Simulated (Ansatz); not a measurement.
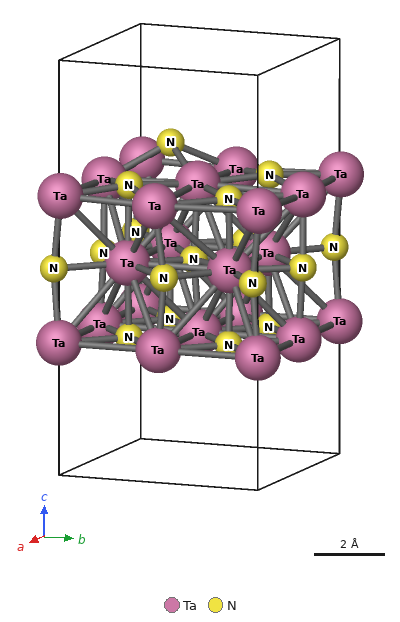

The structure (ball-and-stick view of the cell of the calculation, with the vacuum cut short, seen slightly off an axis). An atom can appear more than once, as a periodic image.

**TaN: single-point calculation (part 1 of 2)**

- system: TaN (slab, 24 atoms in the cell)
- method: DFT PBE+D3(BJ), scalar-relativistic, plane waves, PAW, no spin polarisation (Ansatz 0.2.0)

The structure derives from an entry of the Crystallography Open Database. It belongs to a series of runs on one base structure; here: the slab at its places in the relaxed adsorbed structure. Figures and captions count atoms from 1; the log counts them from 0 in places.

The program's output:
```
Engine: ansatz 0.2.0, aarch64-unknown-linux-gnu
Pseudopotentials: kind: paw
Pseudopotential: Ta, paw, valence charge 13, recommended cutoff 420 eV (normal), Ta.paw.azcp
Pseudopotential: N, paw, valence charge 5, recommended cutoff 420 eV (normal), N.paw.azcp
Functional definition: PBE
  parameter kappa = 0.804
  parameter beta = 0.06672455060314922
  exchange = pbe_x(kappa = kappa, mu = beta*pi^2/3)
  correlation = pbe_c(beta = beta)
Crystal: 24 atoms, lattice volume = 963.924 Å³
Basis set: ecut = 420 eV, 18887 PW (Γ), exchange–correlation on 90×90×360 points (8 copies of the dense FFT grid, shifted against one another)
Bands: 132, of which v1, the nominal top of the filled ones, is band 108 counted from 1 (107 counted from 0)
Symmetry: 1 space group operations
Space group: P1 (ITA 1), of the structure as read, at distance tolerance 9.9e-5 Å
k-points: 5 of 9 (time reversal used)
Non-local potential: Ta, projectors of the file, l = 0: 3, l = 1: 2, l = 2: 2, l = 3: 1
Non-local potential: N, projectors of the file, l = 0: 2, l = 1: 2, l = 2: 1
PAW form: soft (Blöchl's): semilocal exchange-correlation on the pseudo side does not see the compensation charge
PAW one-centre angular grid: Ta, 590 points (default); XC on 64 Gauss nodes
PAW one-centre angular grid: N, 110 points (default); XC on 64 Gauss nodes
Initial density: superposition of atomic densities (neutral atoms: chi_scale 0, normalization atom), corrected by the library's trained network
Initial wavefunctions: pseudopotential atomic-orbital guess
Functional: x = pbe(κ = 0.804, μ = 0.2195149727645171), c = pbe(β = 0.06672455060314922)
SCF iter   1: F=—  HF=-123816.374685 eV  |F-HF|=—  |Δ(HF+E_count)|=         —  Δρ=8.53e-3  dr2=5.90e0  ethr=1.77e-3  p=0.058 e·Å  D=1.08e-2 V/Å  ΔV_dip=-0.27 eV  dr2_dipole=1.20e0  V_vac-E_F(+/−)=3.26/3.53 eV  ⟨swp⟩=8.8  Hψ=3523  notcnv=0
efield: sawtooth ramp at fractional position 0.9025 (placed from the atoms, in the widest stretch of the axis that holds none; the zero of the levels goes with the place), width 0.0400; the density the first Hamiltonian is built on has a dipole p = 0.058 e·Å; the dipole correction subtracts the counter field D = 1.08e-2 V/Å, which shifts the + side's vacuum level by -0.27 eV against the − side's; the planar-averaged density in the ramp window peaks in size at 3.2e-6 e/Å³
preconditioner: auto → LDOS  [metal: Δε(μ)=0.092 eV  Ē_g=8.700 eV  σ=0.100 eV  W_gap=0.48  n_scr=148 (ndim 8)  ℏωp=13.1 eV  f_vac=0.661  D(μ)=11.99/eV (n_scr^D=58)  β→1.0]
SCF iter   2: F=—  HF=-123816.034078 eV  |F-HF|=—  |Δ(HF+E_count)|=   3.41e-1  Δρ=2.93e-3  dr2=1.55e-1  ethr=1.77e-3  p=0.005 e·Å  D=1.01e-3 V/Å  ΔV_dip=-0.03 eV  dr2_dipole=7.02e-3  V_vac-E_F(+/−)=3.54/3.56 eV  ⟨swp⟩=2.0  Hψ=827  notcnv=0  defer=72
SCF iter   3: F=—  HF=-123816.039603 eV  |F-HF|=—  |Δ(HF+E_count)|=   5.52e-3  Δρ=1.08e-3  dr2=2.66e-2  ethr=7.18e-5  p=0.005 e·Å  D=9.42e-4 V/Å  ΔV_dip=-0.02 eV  dr2_dipole=5.47e-4  V_vac-E_F(+/−)=3.57/3.59 eV  ⟨swp⟩=2.2  Hψ=983  notcnv=0  defer=72
SCF iter   4: F=—  HF=-123816.036536 eV  |F-HF|=—  |Δ(HF+E_count)|=   3.07e-3  Δρ=3.43e-4  dr2=2.96e-3  ethr=1.23e-5  p=0.010 e·Å  D=1.85e-3 V/Å  ΔV_dip=-0.05 eV  dr2_dipole=3.40e-4  V_vac-E_F(+/−)=3.56/3.61 eV  ⟨swp⟩=3.0  Hψ=935  notcnv=0  defer=72
SCF iter   5: F=—  HF=-123816.036457 eV  |F-HF|=—  |Δ(HF+E_count)|=   7.93e-5  Δρ=1.29e-4  dr2=3.98e-4  ethr=1.37e-6  p=0.011 e·Å  D=2.11e-3 V/Å  ΔV_dip=-0.05 eV  dr2_dipole=1.19e-5  V_vac-E_F(+/−)=3.56/3.62 eV  ⟨swp⟩=3.0  Hψ=976  notcnv=0  defer=72
SCF iter   6: F=—  HF=-123816.036482 eV  |F-HF|=—  |Δ(HF+E_count)|=   2.57e-5  Δρ=5.97e-5  dr2=7.80e-5  ethr=1.84e-7  p=0.013 e·Å  D=2.44e-3 V/Å  ΔV_dip=-0.06 eV  dr2_dipole=3.23e-7  V_vac-E_F(+/−)=3.56/3.62 eV  ⟨swp⟩=2.4  Hψ=867  notcnv=0  defer=72
SCF iter   7: F=—  HF=-123816.036140 eV  |F-HF|=—  |Δ(HF+E_count)|=   3.42e-4  Δρ=3.16e-5  dr2=1.93e-5  ethr=3.61e-8  p=0.014 e·Å  D=2.71e-3 V/Å  ΔV_dip=-0.07 eV  dr2_dipole=2.65e-7  V_vac-E_F(+/−)=3.56/3.63 eV  ⟨swp⟩=3.0  Hψ=1117  notcnv=0  defer=72
SCF iter   8: F=—  HF=-123816.036140 eV  |F-HF|=—  |Δ(HF+E_count)|=   2.70e-7  Δρ=1.31e-5  dr2=3.15e-6  ethr=8.92e-9  p=0.015 e·Å  D=2.91e-3 V/Å  ΔV_dip=-0.07 eV  dr2_dipole=4.42e-8  V_vac-E_F(+/−)=3.56/3.64 eV  ⟨swp⟩=2.2  Hψ=870  notcnv=0  defer=72
SCF iter   9: F=—  HF=-123816.036141 eV  |F-HF|=—  |Δ(HF+E_count)|=   1.02e-6  Δρ=4.02e-6  dr2=2.90e-7  ethr=1.46e-9  p=0.016 e·Å  D=2.99e-3 V/Å  ΔV_dip=-0.07 eV  dr2_dipole=1.01e-8  V_vac-E_F(+/−)=3.56/3.64 eV  ⟨swp⟩=2.8  Hψ=988  notcnv=0  defer=72
SCF iter  10: F=-123816.036142 eV  HF=-123816.036142 eV  |F-HF|=1.26e-8  |Δ(HF+E_count)|=   5.46e-7  Δρ=1.73e-6  dr2=9.78e-8  ethr=4.63e-11  p=0.016 e·Å  D=3.00e-3 V/Å  ΔV_dip=-0.08 eV  dr2_dipole=1.67e-8  V_vac-E_F(+/−)=3.56/3.64 eV  ⟨swp⟩=20.8  Hψ=3781  notcnv=0
SCF 1 converged in 10 iterations: F = -123816.036142 eV  dr2 = 9.78e-8
  greatest PAW one-centre occupation: 0.999 electrons in one spin orbital (limit 2), on the Ta atom at site 11 (counted from 0), in its partial waves of l = 0
```

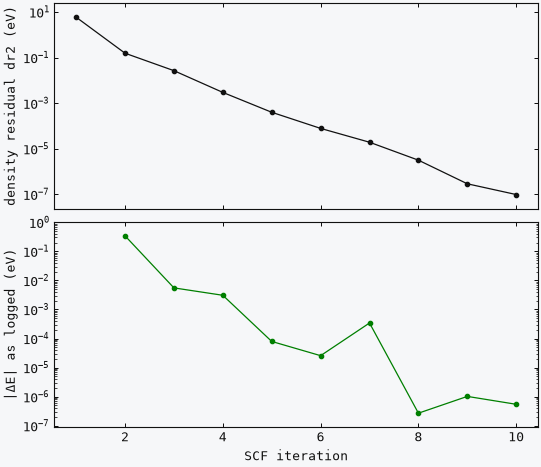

Convergence of the self-consistent field: density residual dr2 and size of the energy change against the SCF iteration. The residual falls at every step.

```
SCF converged after 10 iterations
Free energy (F): -123816.036142 eV
Harris-Foulkes:  -123816.036142 eV  (|F-HF|=1.26e-8)
Internal energy: -123815.967609 eV  (E = F + TS)
E sigma→0 (E₀):  -123816.001875 eV
Entropy (-TS):   -0.068533 eV (-2.856 meV/atom)
Fermi energy:    3.055988 eV
Dipole field:    D = 0.002926 V/Å  (p = 0.015584 e·Å, saw-weighted, corrected)
Work function:   Φ+ = 3.5645 eV   Φ− = 3.6378 eV
Levels:          The Fermi level and band energies are counted from a zero that moves with the ramp; work functions are not
--- Per-component energies (eV) ---
  E_band       = -4428.330576
  E_kinetic    = 5959.535168
  E_local      = -262406.715138  (includes V_loc(G=0)·N_el)
  E_nonlocal   = 716.855201
  E_hartree    = 128125.746806
  E_xc         = -3341.440224
  E_vxc        = -3364.066919  (∫ρ·V_xc dr)
  E_paw        = -102286.241664  (= ΣΔE_a)
  E_vpaw       = -1585.666283  (= ΣTr[D̂ρ^β])
  E_aug_tail   = 0.002879  (compensation charges beyond the density's cutoff)
  E_efield     = 0.000023  (sawtooth field / dipole correction)
  E_vefield    = 0.256846  (∫n·V_field dr)
  E_ewald      = 109423.639877
  E_disp       = -7.350537  (pairwise vdW)
  E_smearing   = -0.068533  (= −TS)
  E_closure    = 0.000000  (closes the sum)
  Σ components = -123816.036142   (vs F -123816.036142, Δ=0.00e0)
--- Forces (eV/Å), atoms counted from 1 ---
  atom   1  Ta    -0.11104205     0.03485012     1.17720546
  atom   2  Ta    -0.19527661    -0.13140712     1.46450421
  atom   3  Ta    -0.03129921    -0.41606963     1.68875970
  atom   4  Ta     0.06391882     0.35807304     1.77136549
  atom   5  N      0.05091936     0.00724854    -1.42810649
  atom   6  N      0.00019511    -0.03907227    -1.49587469
  atom   7  N      0.01497204     0.00212843    -1.37479453
  atom   8  N      0.24783122     0.06752721    -2.05478930
  atom   9  Ta    -0.15553822     0.04407333    -0.06609645
  atom  10  Ta     0.07085650     0.05335838    -0.15901257
  atom  11  Ta     0.05519304     0.04144322    -0.10089566
  atom  12  Ta    -0.08054495    -0.02332945     0.18251139
  atom  13  N      0.07948717     0.05924880     0.44165146
  atom  14  N     -0.03549880    -0.01883364    -0.13543269
  atom  15  N     -0.00964353     0.10394856    -0.01727487
  atom  16  N      0.01202484    -0.03933615     0.24754976
  atom  17  Ta     0.65031951     0.81683834    -0.75150658
  atom  18  Ta     0.39630290    -0.54013334     0.40197884
  atom  19  Ta    -0.46801107     0.36699881     0.42437865
  atom  20  Ta    -0.71605212    -0.58746962    -0.94408498
  atom  21  N      0.07412526    -0.01232043     0.81427867
  atom  22  N      0.00908702    -0.07525560     0.54523332
  atom  23  N     -0.01423537    -0.02892535     0.63514101
  atom  24  N      0.09192598    -0.04359071    -1.26646174
  max |Σ_I F_I| component: 2.27e-4 eV/Å
--- Band table (eV; the first three rows and the last of 5) ---
  k-point 0: bands = ["-66.4656", "-66.4308", "-66.4086", "-66.3616", "-66.1171", "-66.0985", "-66.0340", "-65.9870", "-65.8217", "-65.7786", "-65.6941", "-65.5405", "-33.2706", "-33.2619", "-33.2031", "-33.1681", "-33.1615", "-33.1419", "-33.1269", "-33.0020", "-32.9660", "-32.9149", "-32.8968", "-32.8734", "-32.8482", "-32.8165", "-32.7904", "-32.7801", "-32.7716", "-32.7141", "-32.7099", "-32.6954", "-32.5810", "-32.5684", "-32.4527", "-32.4365", "-32.4114", "-32.3957", "-32.3630", "-32.3223", "-32.2961", "-32.2702", "-32.2323", "-32.2245", "-32.0783", "-32.0573", "-32.0283", "-31.9635", "-14.9785", "-14.0603", "-13.8458", "-13.4106", "-13.2609", "-13.2048", "-12.9887", "-12.4252", "-12.2660", "-12.1482", "-11.7416", "-11.2232", "-6.3135", "-6.2216", "-6.0491", "-6.0264", "-5.0043", "-4.9888", "-4.1433", "-4.0895", "-4.0206", "-3.7937", "-3.7208", "-3.6889", "-3.6289", "-3.6037", "-3.5357", "-3.2190", "-3.0456", "-3.0067", "-2.8748", "-2.8297", "-2.7496", "-2.4488", "-2.1355", "-1.9961", "-1.9016", "-1.7877", "-1.7178", "-1.5206", "-1.4945", "-1.3742", "-1.3521", "-1.2281", "-0.6634", "-0.6340", "-0.5150", "-0.4401", "-0.2886", "-0.2375", "0.0247", "0.0867", "1.0530", "2.0292", "2.2032", "2.3840", "2.4953", "2.7309", "3.0005", "3.2559", "3.4233", "3.7927", "3.8260", "3.9445", "4.0576", "4.1639", "4.3523", "4.4006", "4.4641", "4.5177", "4.6267", "4.6730", "4.7146", "4.7668", "4.9590", "4.9660", "4.9980", "5.0800", "5.1119", "5.2127", "5.2490", "5.3628", "5.4868", "5.6354"]
  k-point 1: bands = ["-66.4641", "-66.4307", "-66.4090", "-66.3628", "-66.1159", "-66.0982", "-66.0348", "-65.9877", "-65.8204", "-65.7799", "-65.6937", "-65.5409", "-33.2351", "-33.1844", "-33.1670", "-33.1627", "-33.1335", "-33.1083", "-33.0758", "-33.0126", "-32.9460", "-32.9159", "-32.8881", "-32.8742", "-32.8571", "-32.8275", "-32.8150", "-32.8029", "-32.7634", "-32.7562", "-32.7234", "-32.6981", "-32.5591", "-32.5388", "-32.5282", "-32.4434", "-32.4105", "-32.3924", "-32.3709", "-32.3544", "-32.3358", "-32.2771", "-32.2602", "-32.2177", "-32.1573", "-32.0543", "-32.0281", "-31.9583", "-14.5860", "-13.8785", "-13.6662", "-13.4986", "-13.3171", "-13.1426", "-12.9241", "-12.7132", "-12.5842", "-12.2053", "-12.0785", "-11.4387", "-5.7442", "-5.5476", "-5.4967", "-5.1692", "-4.4895", "-4.4597", "-4.4034", "-4.2088", "-4.1516", "-3.8832", "-3.6373", "-3.5866", "-3.4933", "-3.3622", "-3.3178", "-3.2524", "-3.1108", "-2.9190", "-2.7866", "-2.7280", "-2.6975", "-2.5406", "-2.4681", "-2.4298", "-2.3847", "-2.2387", "-2.2256", "-2.0880", "-1.9517", "-1.8424", "-1.6799", "-1.6250", "-1.5192", "-1.2894", "-0.9458", "-0.8526", "0.0334", "0.3480", "0.7949", "1.1585", "1.5647", "1.8595", "2.0387", "2.1720", "2.4458", "2.5635", "2.6823", "2.7964", "2.9187", "3.1123", "3.2268", "3.3737", "3.5143", "3.8465", "4.1134", "4.2282", "4.3978", "4.4698", "4.5531", "4.6182", "4.7136", "4.7934", "4.8766", "4.9449", "5.0883", "5.3951", "5.4978", "5.5658", "5.7073", "5.7385", "5.7623", "5.9445"]
```
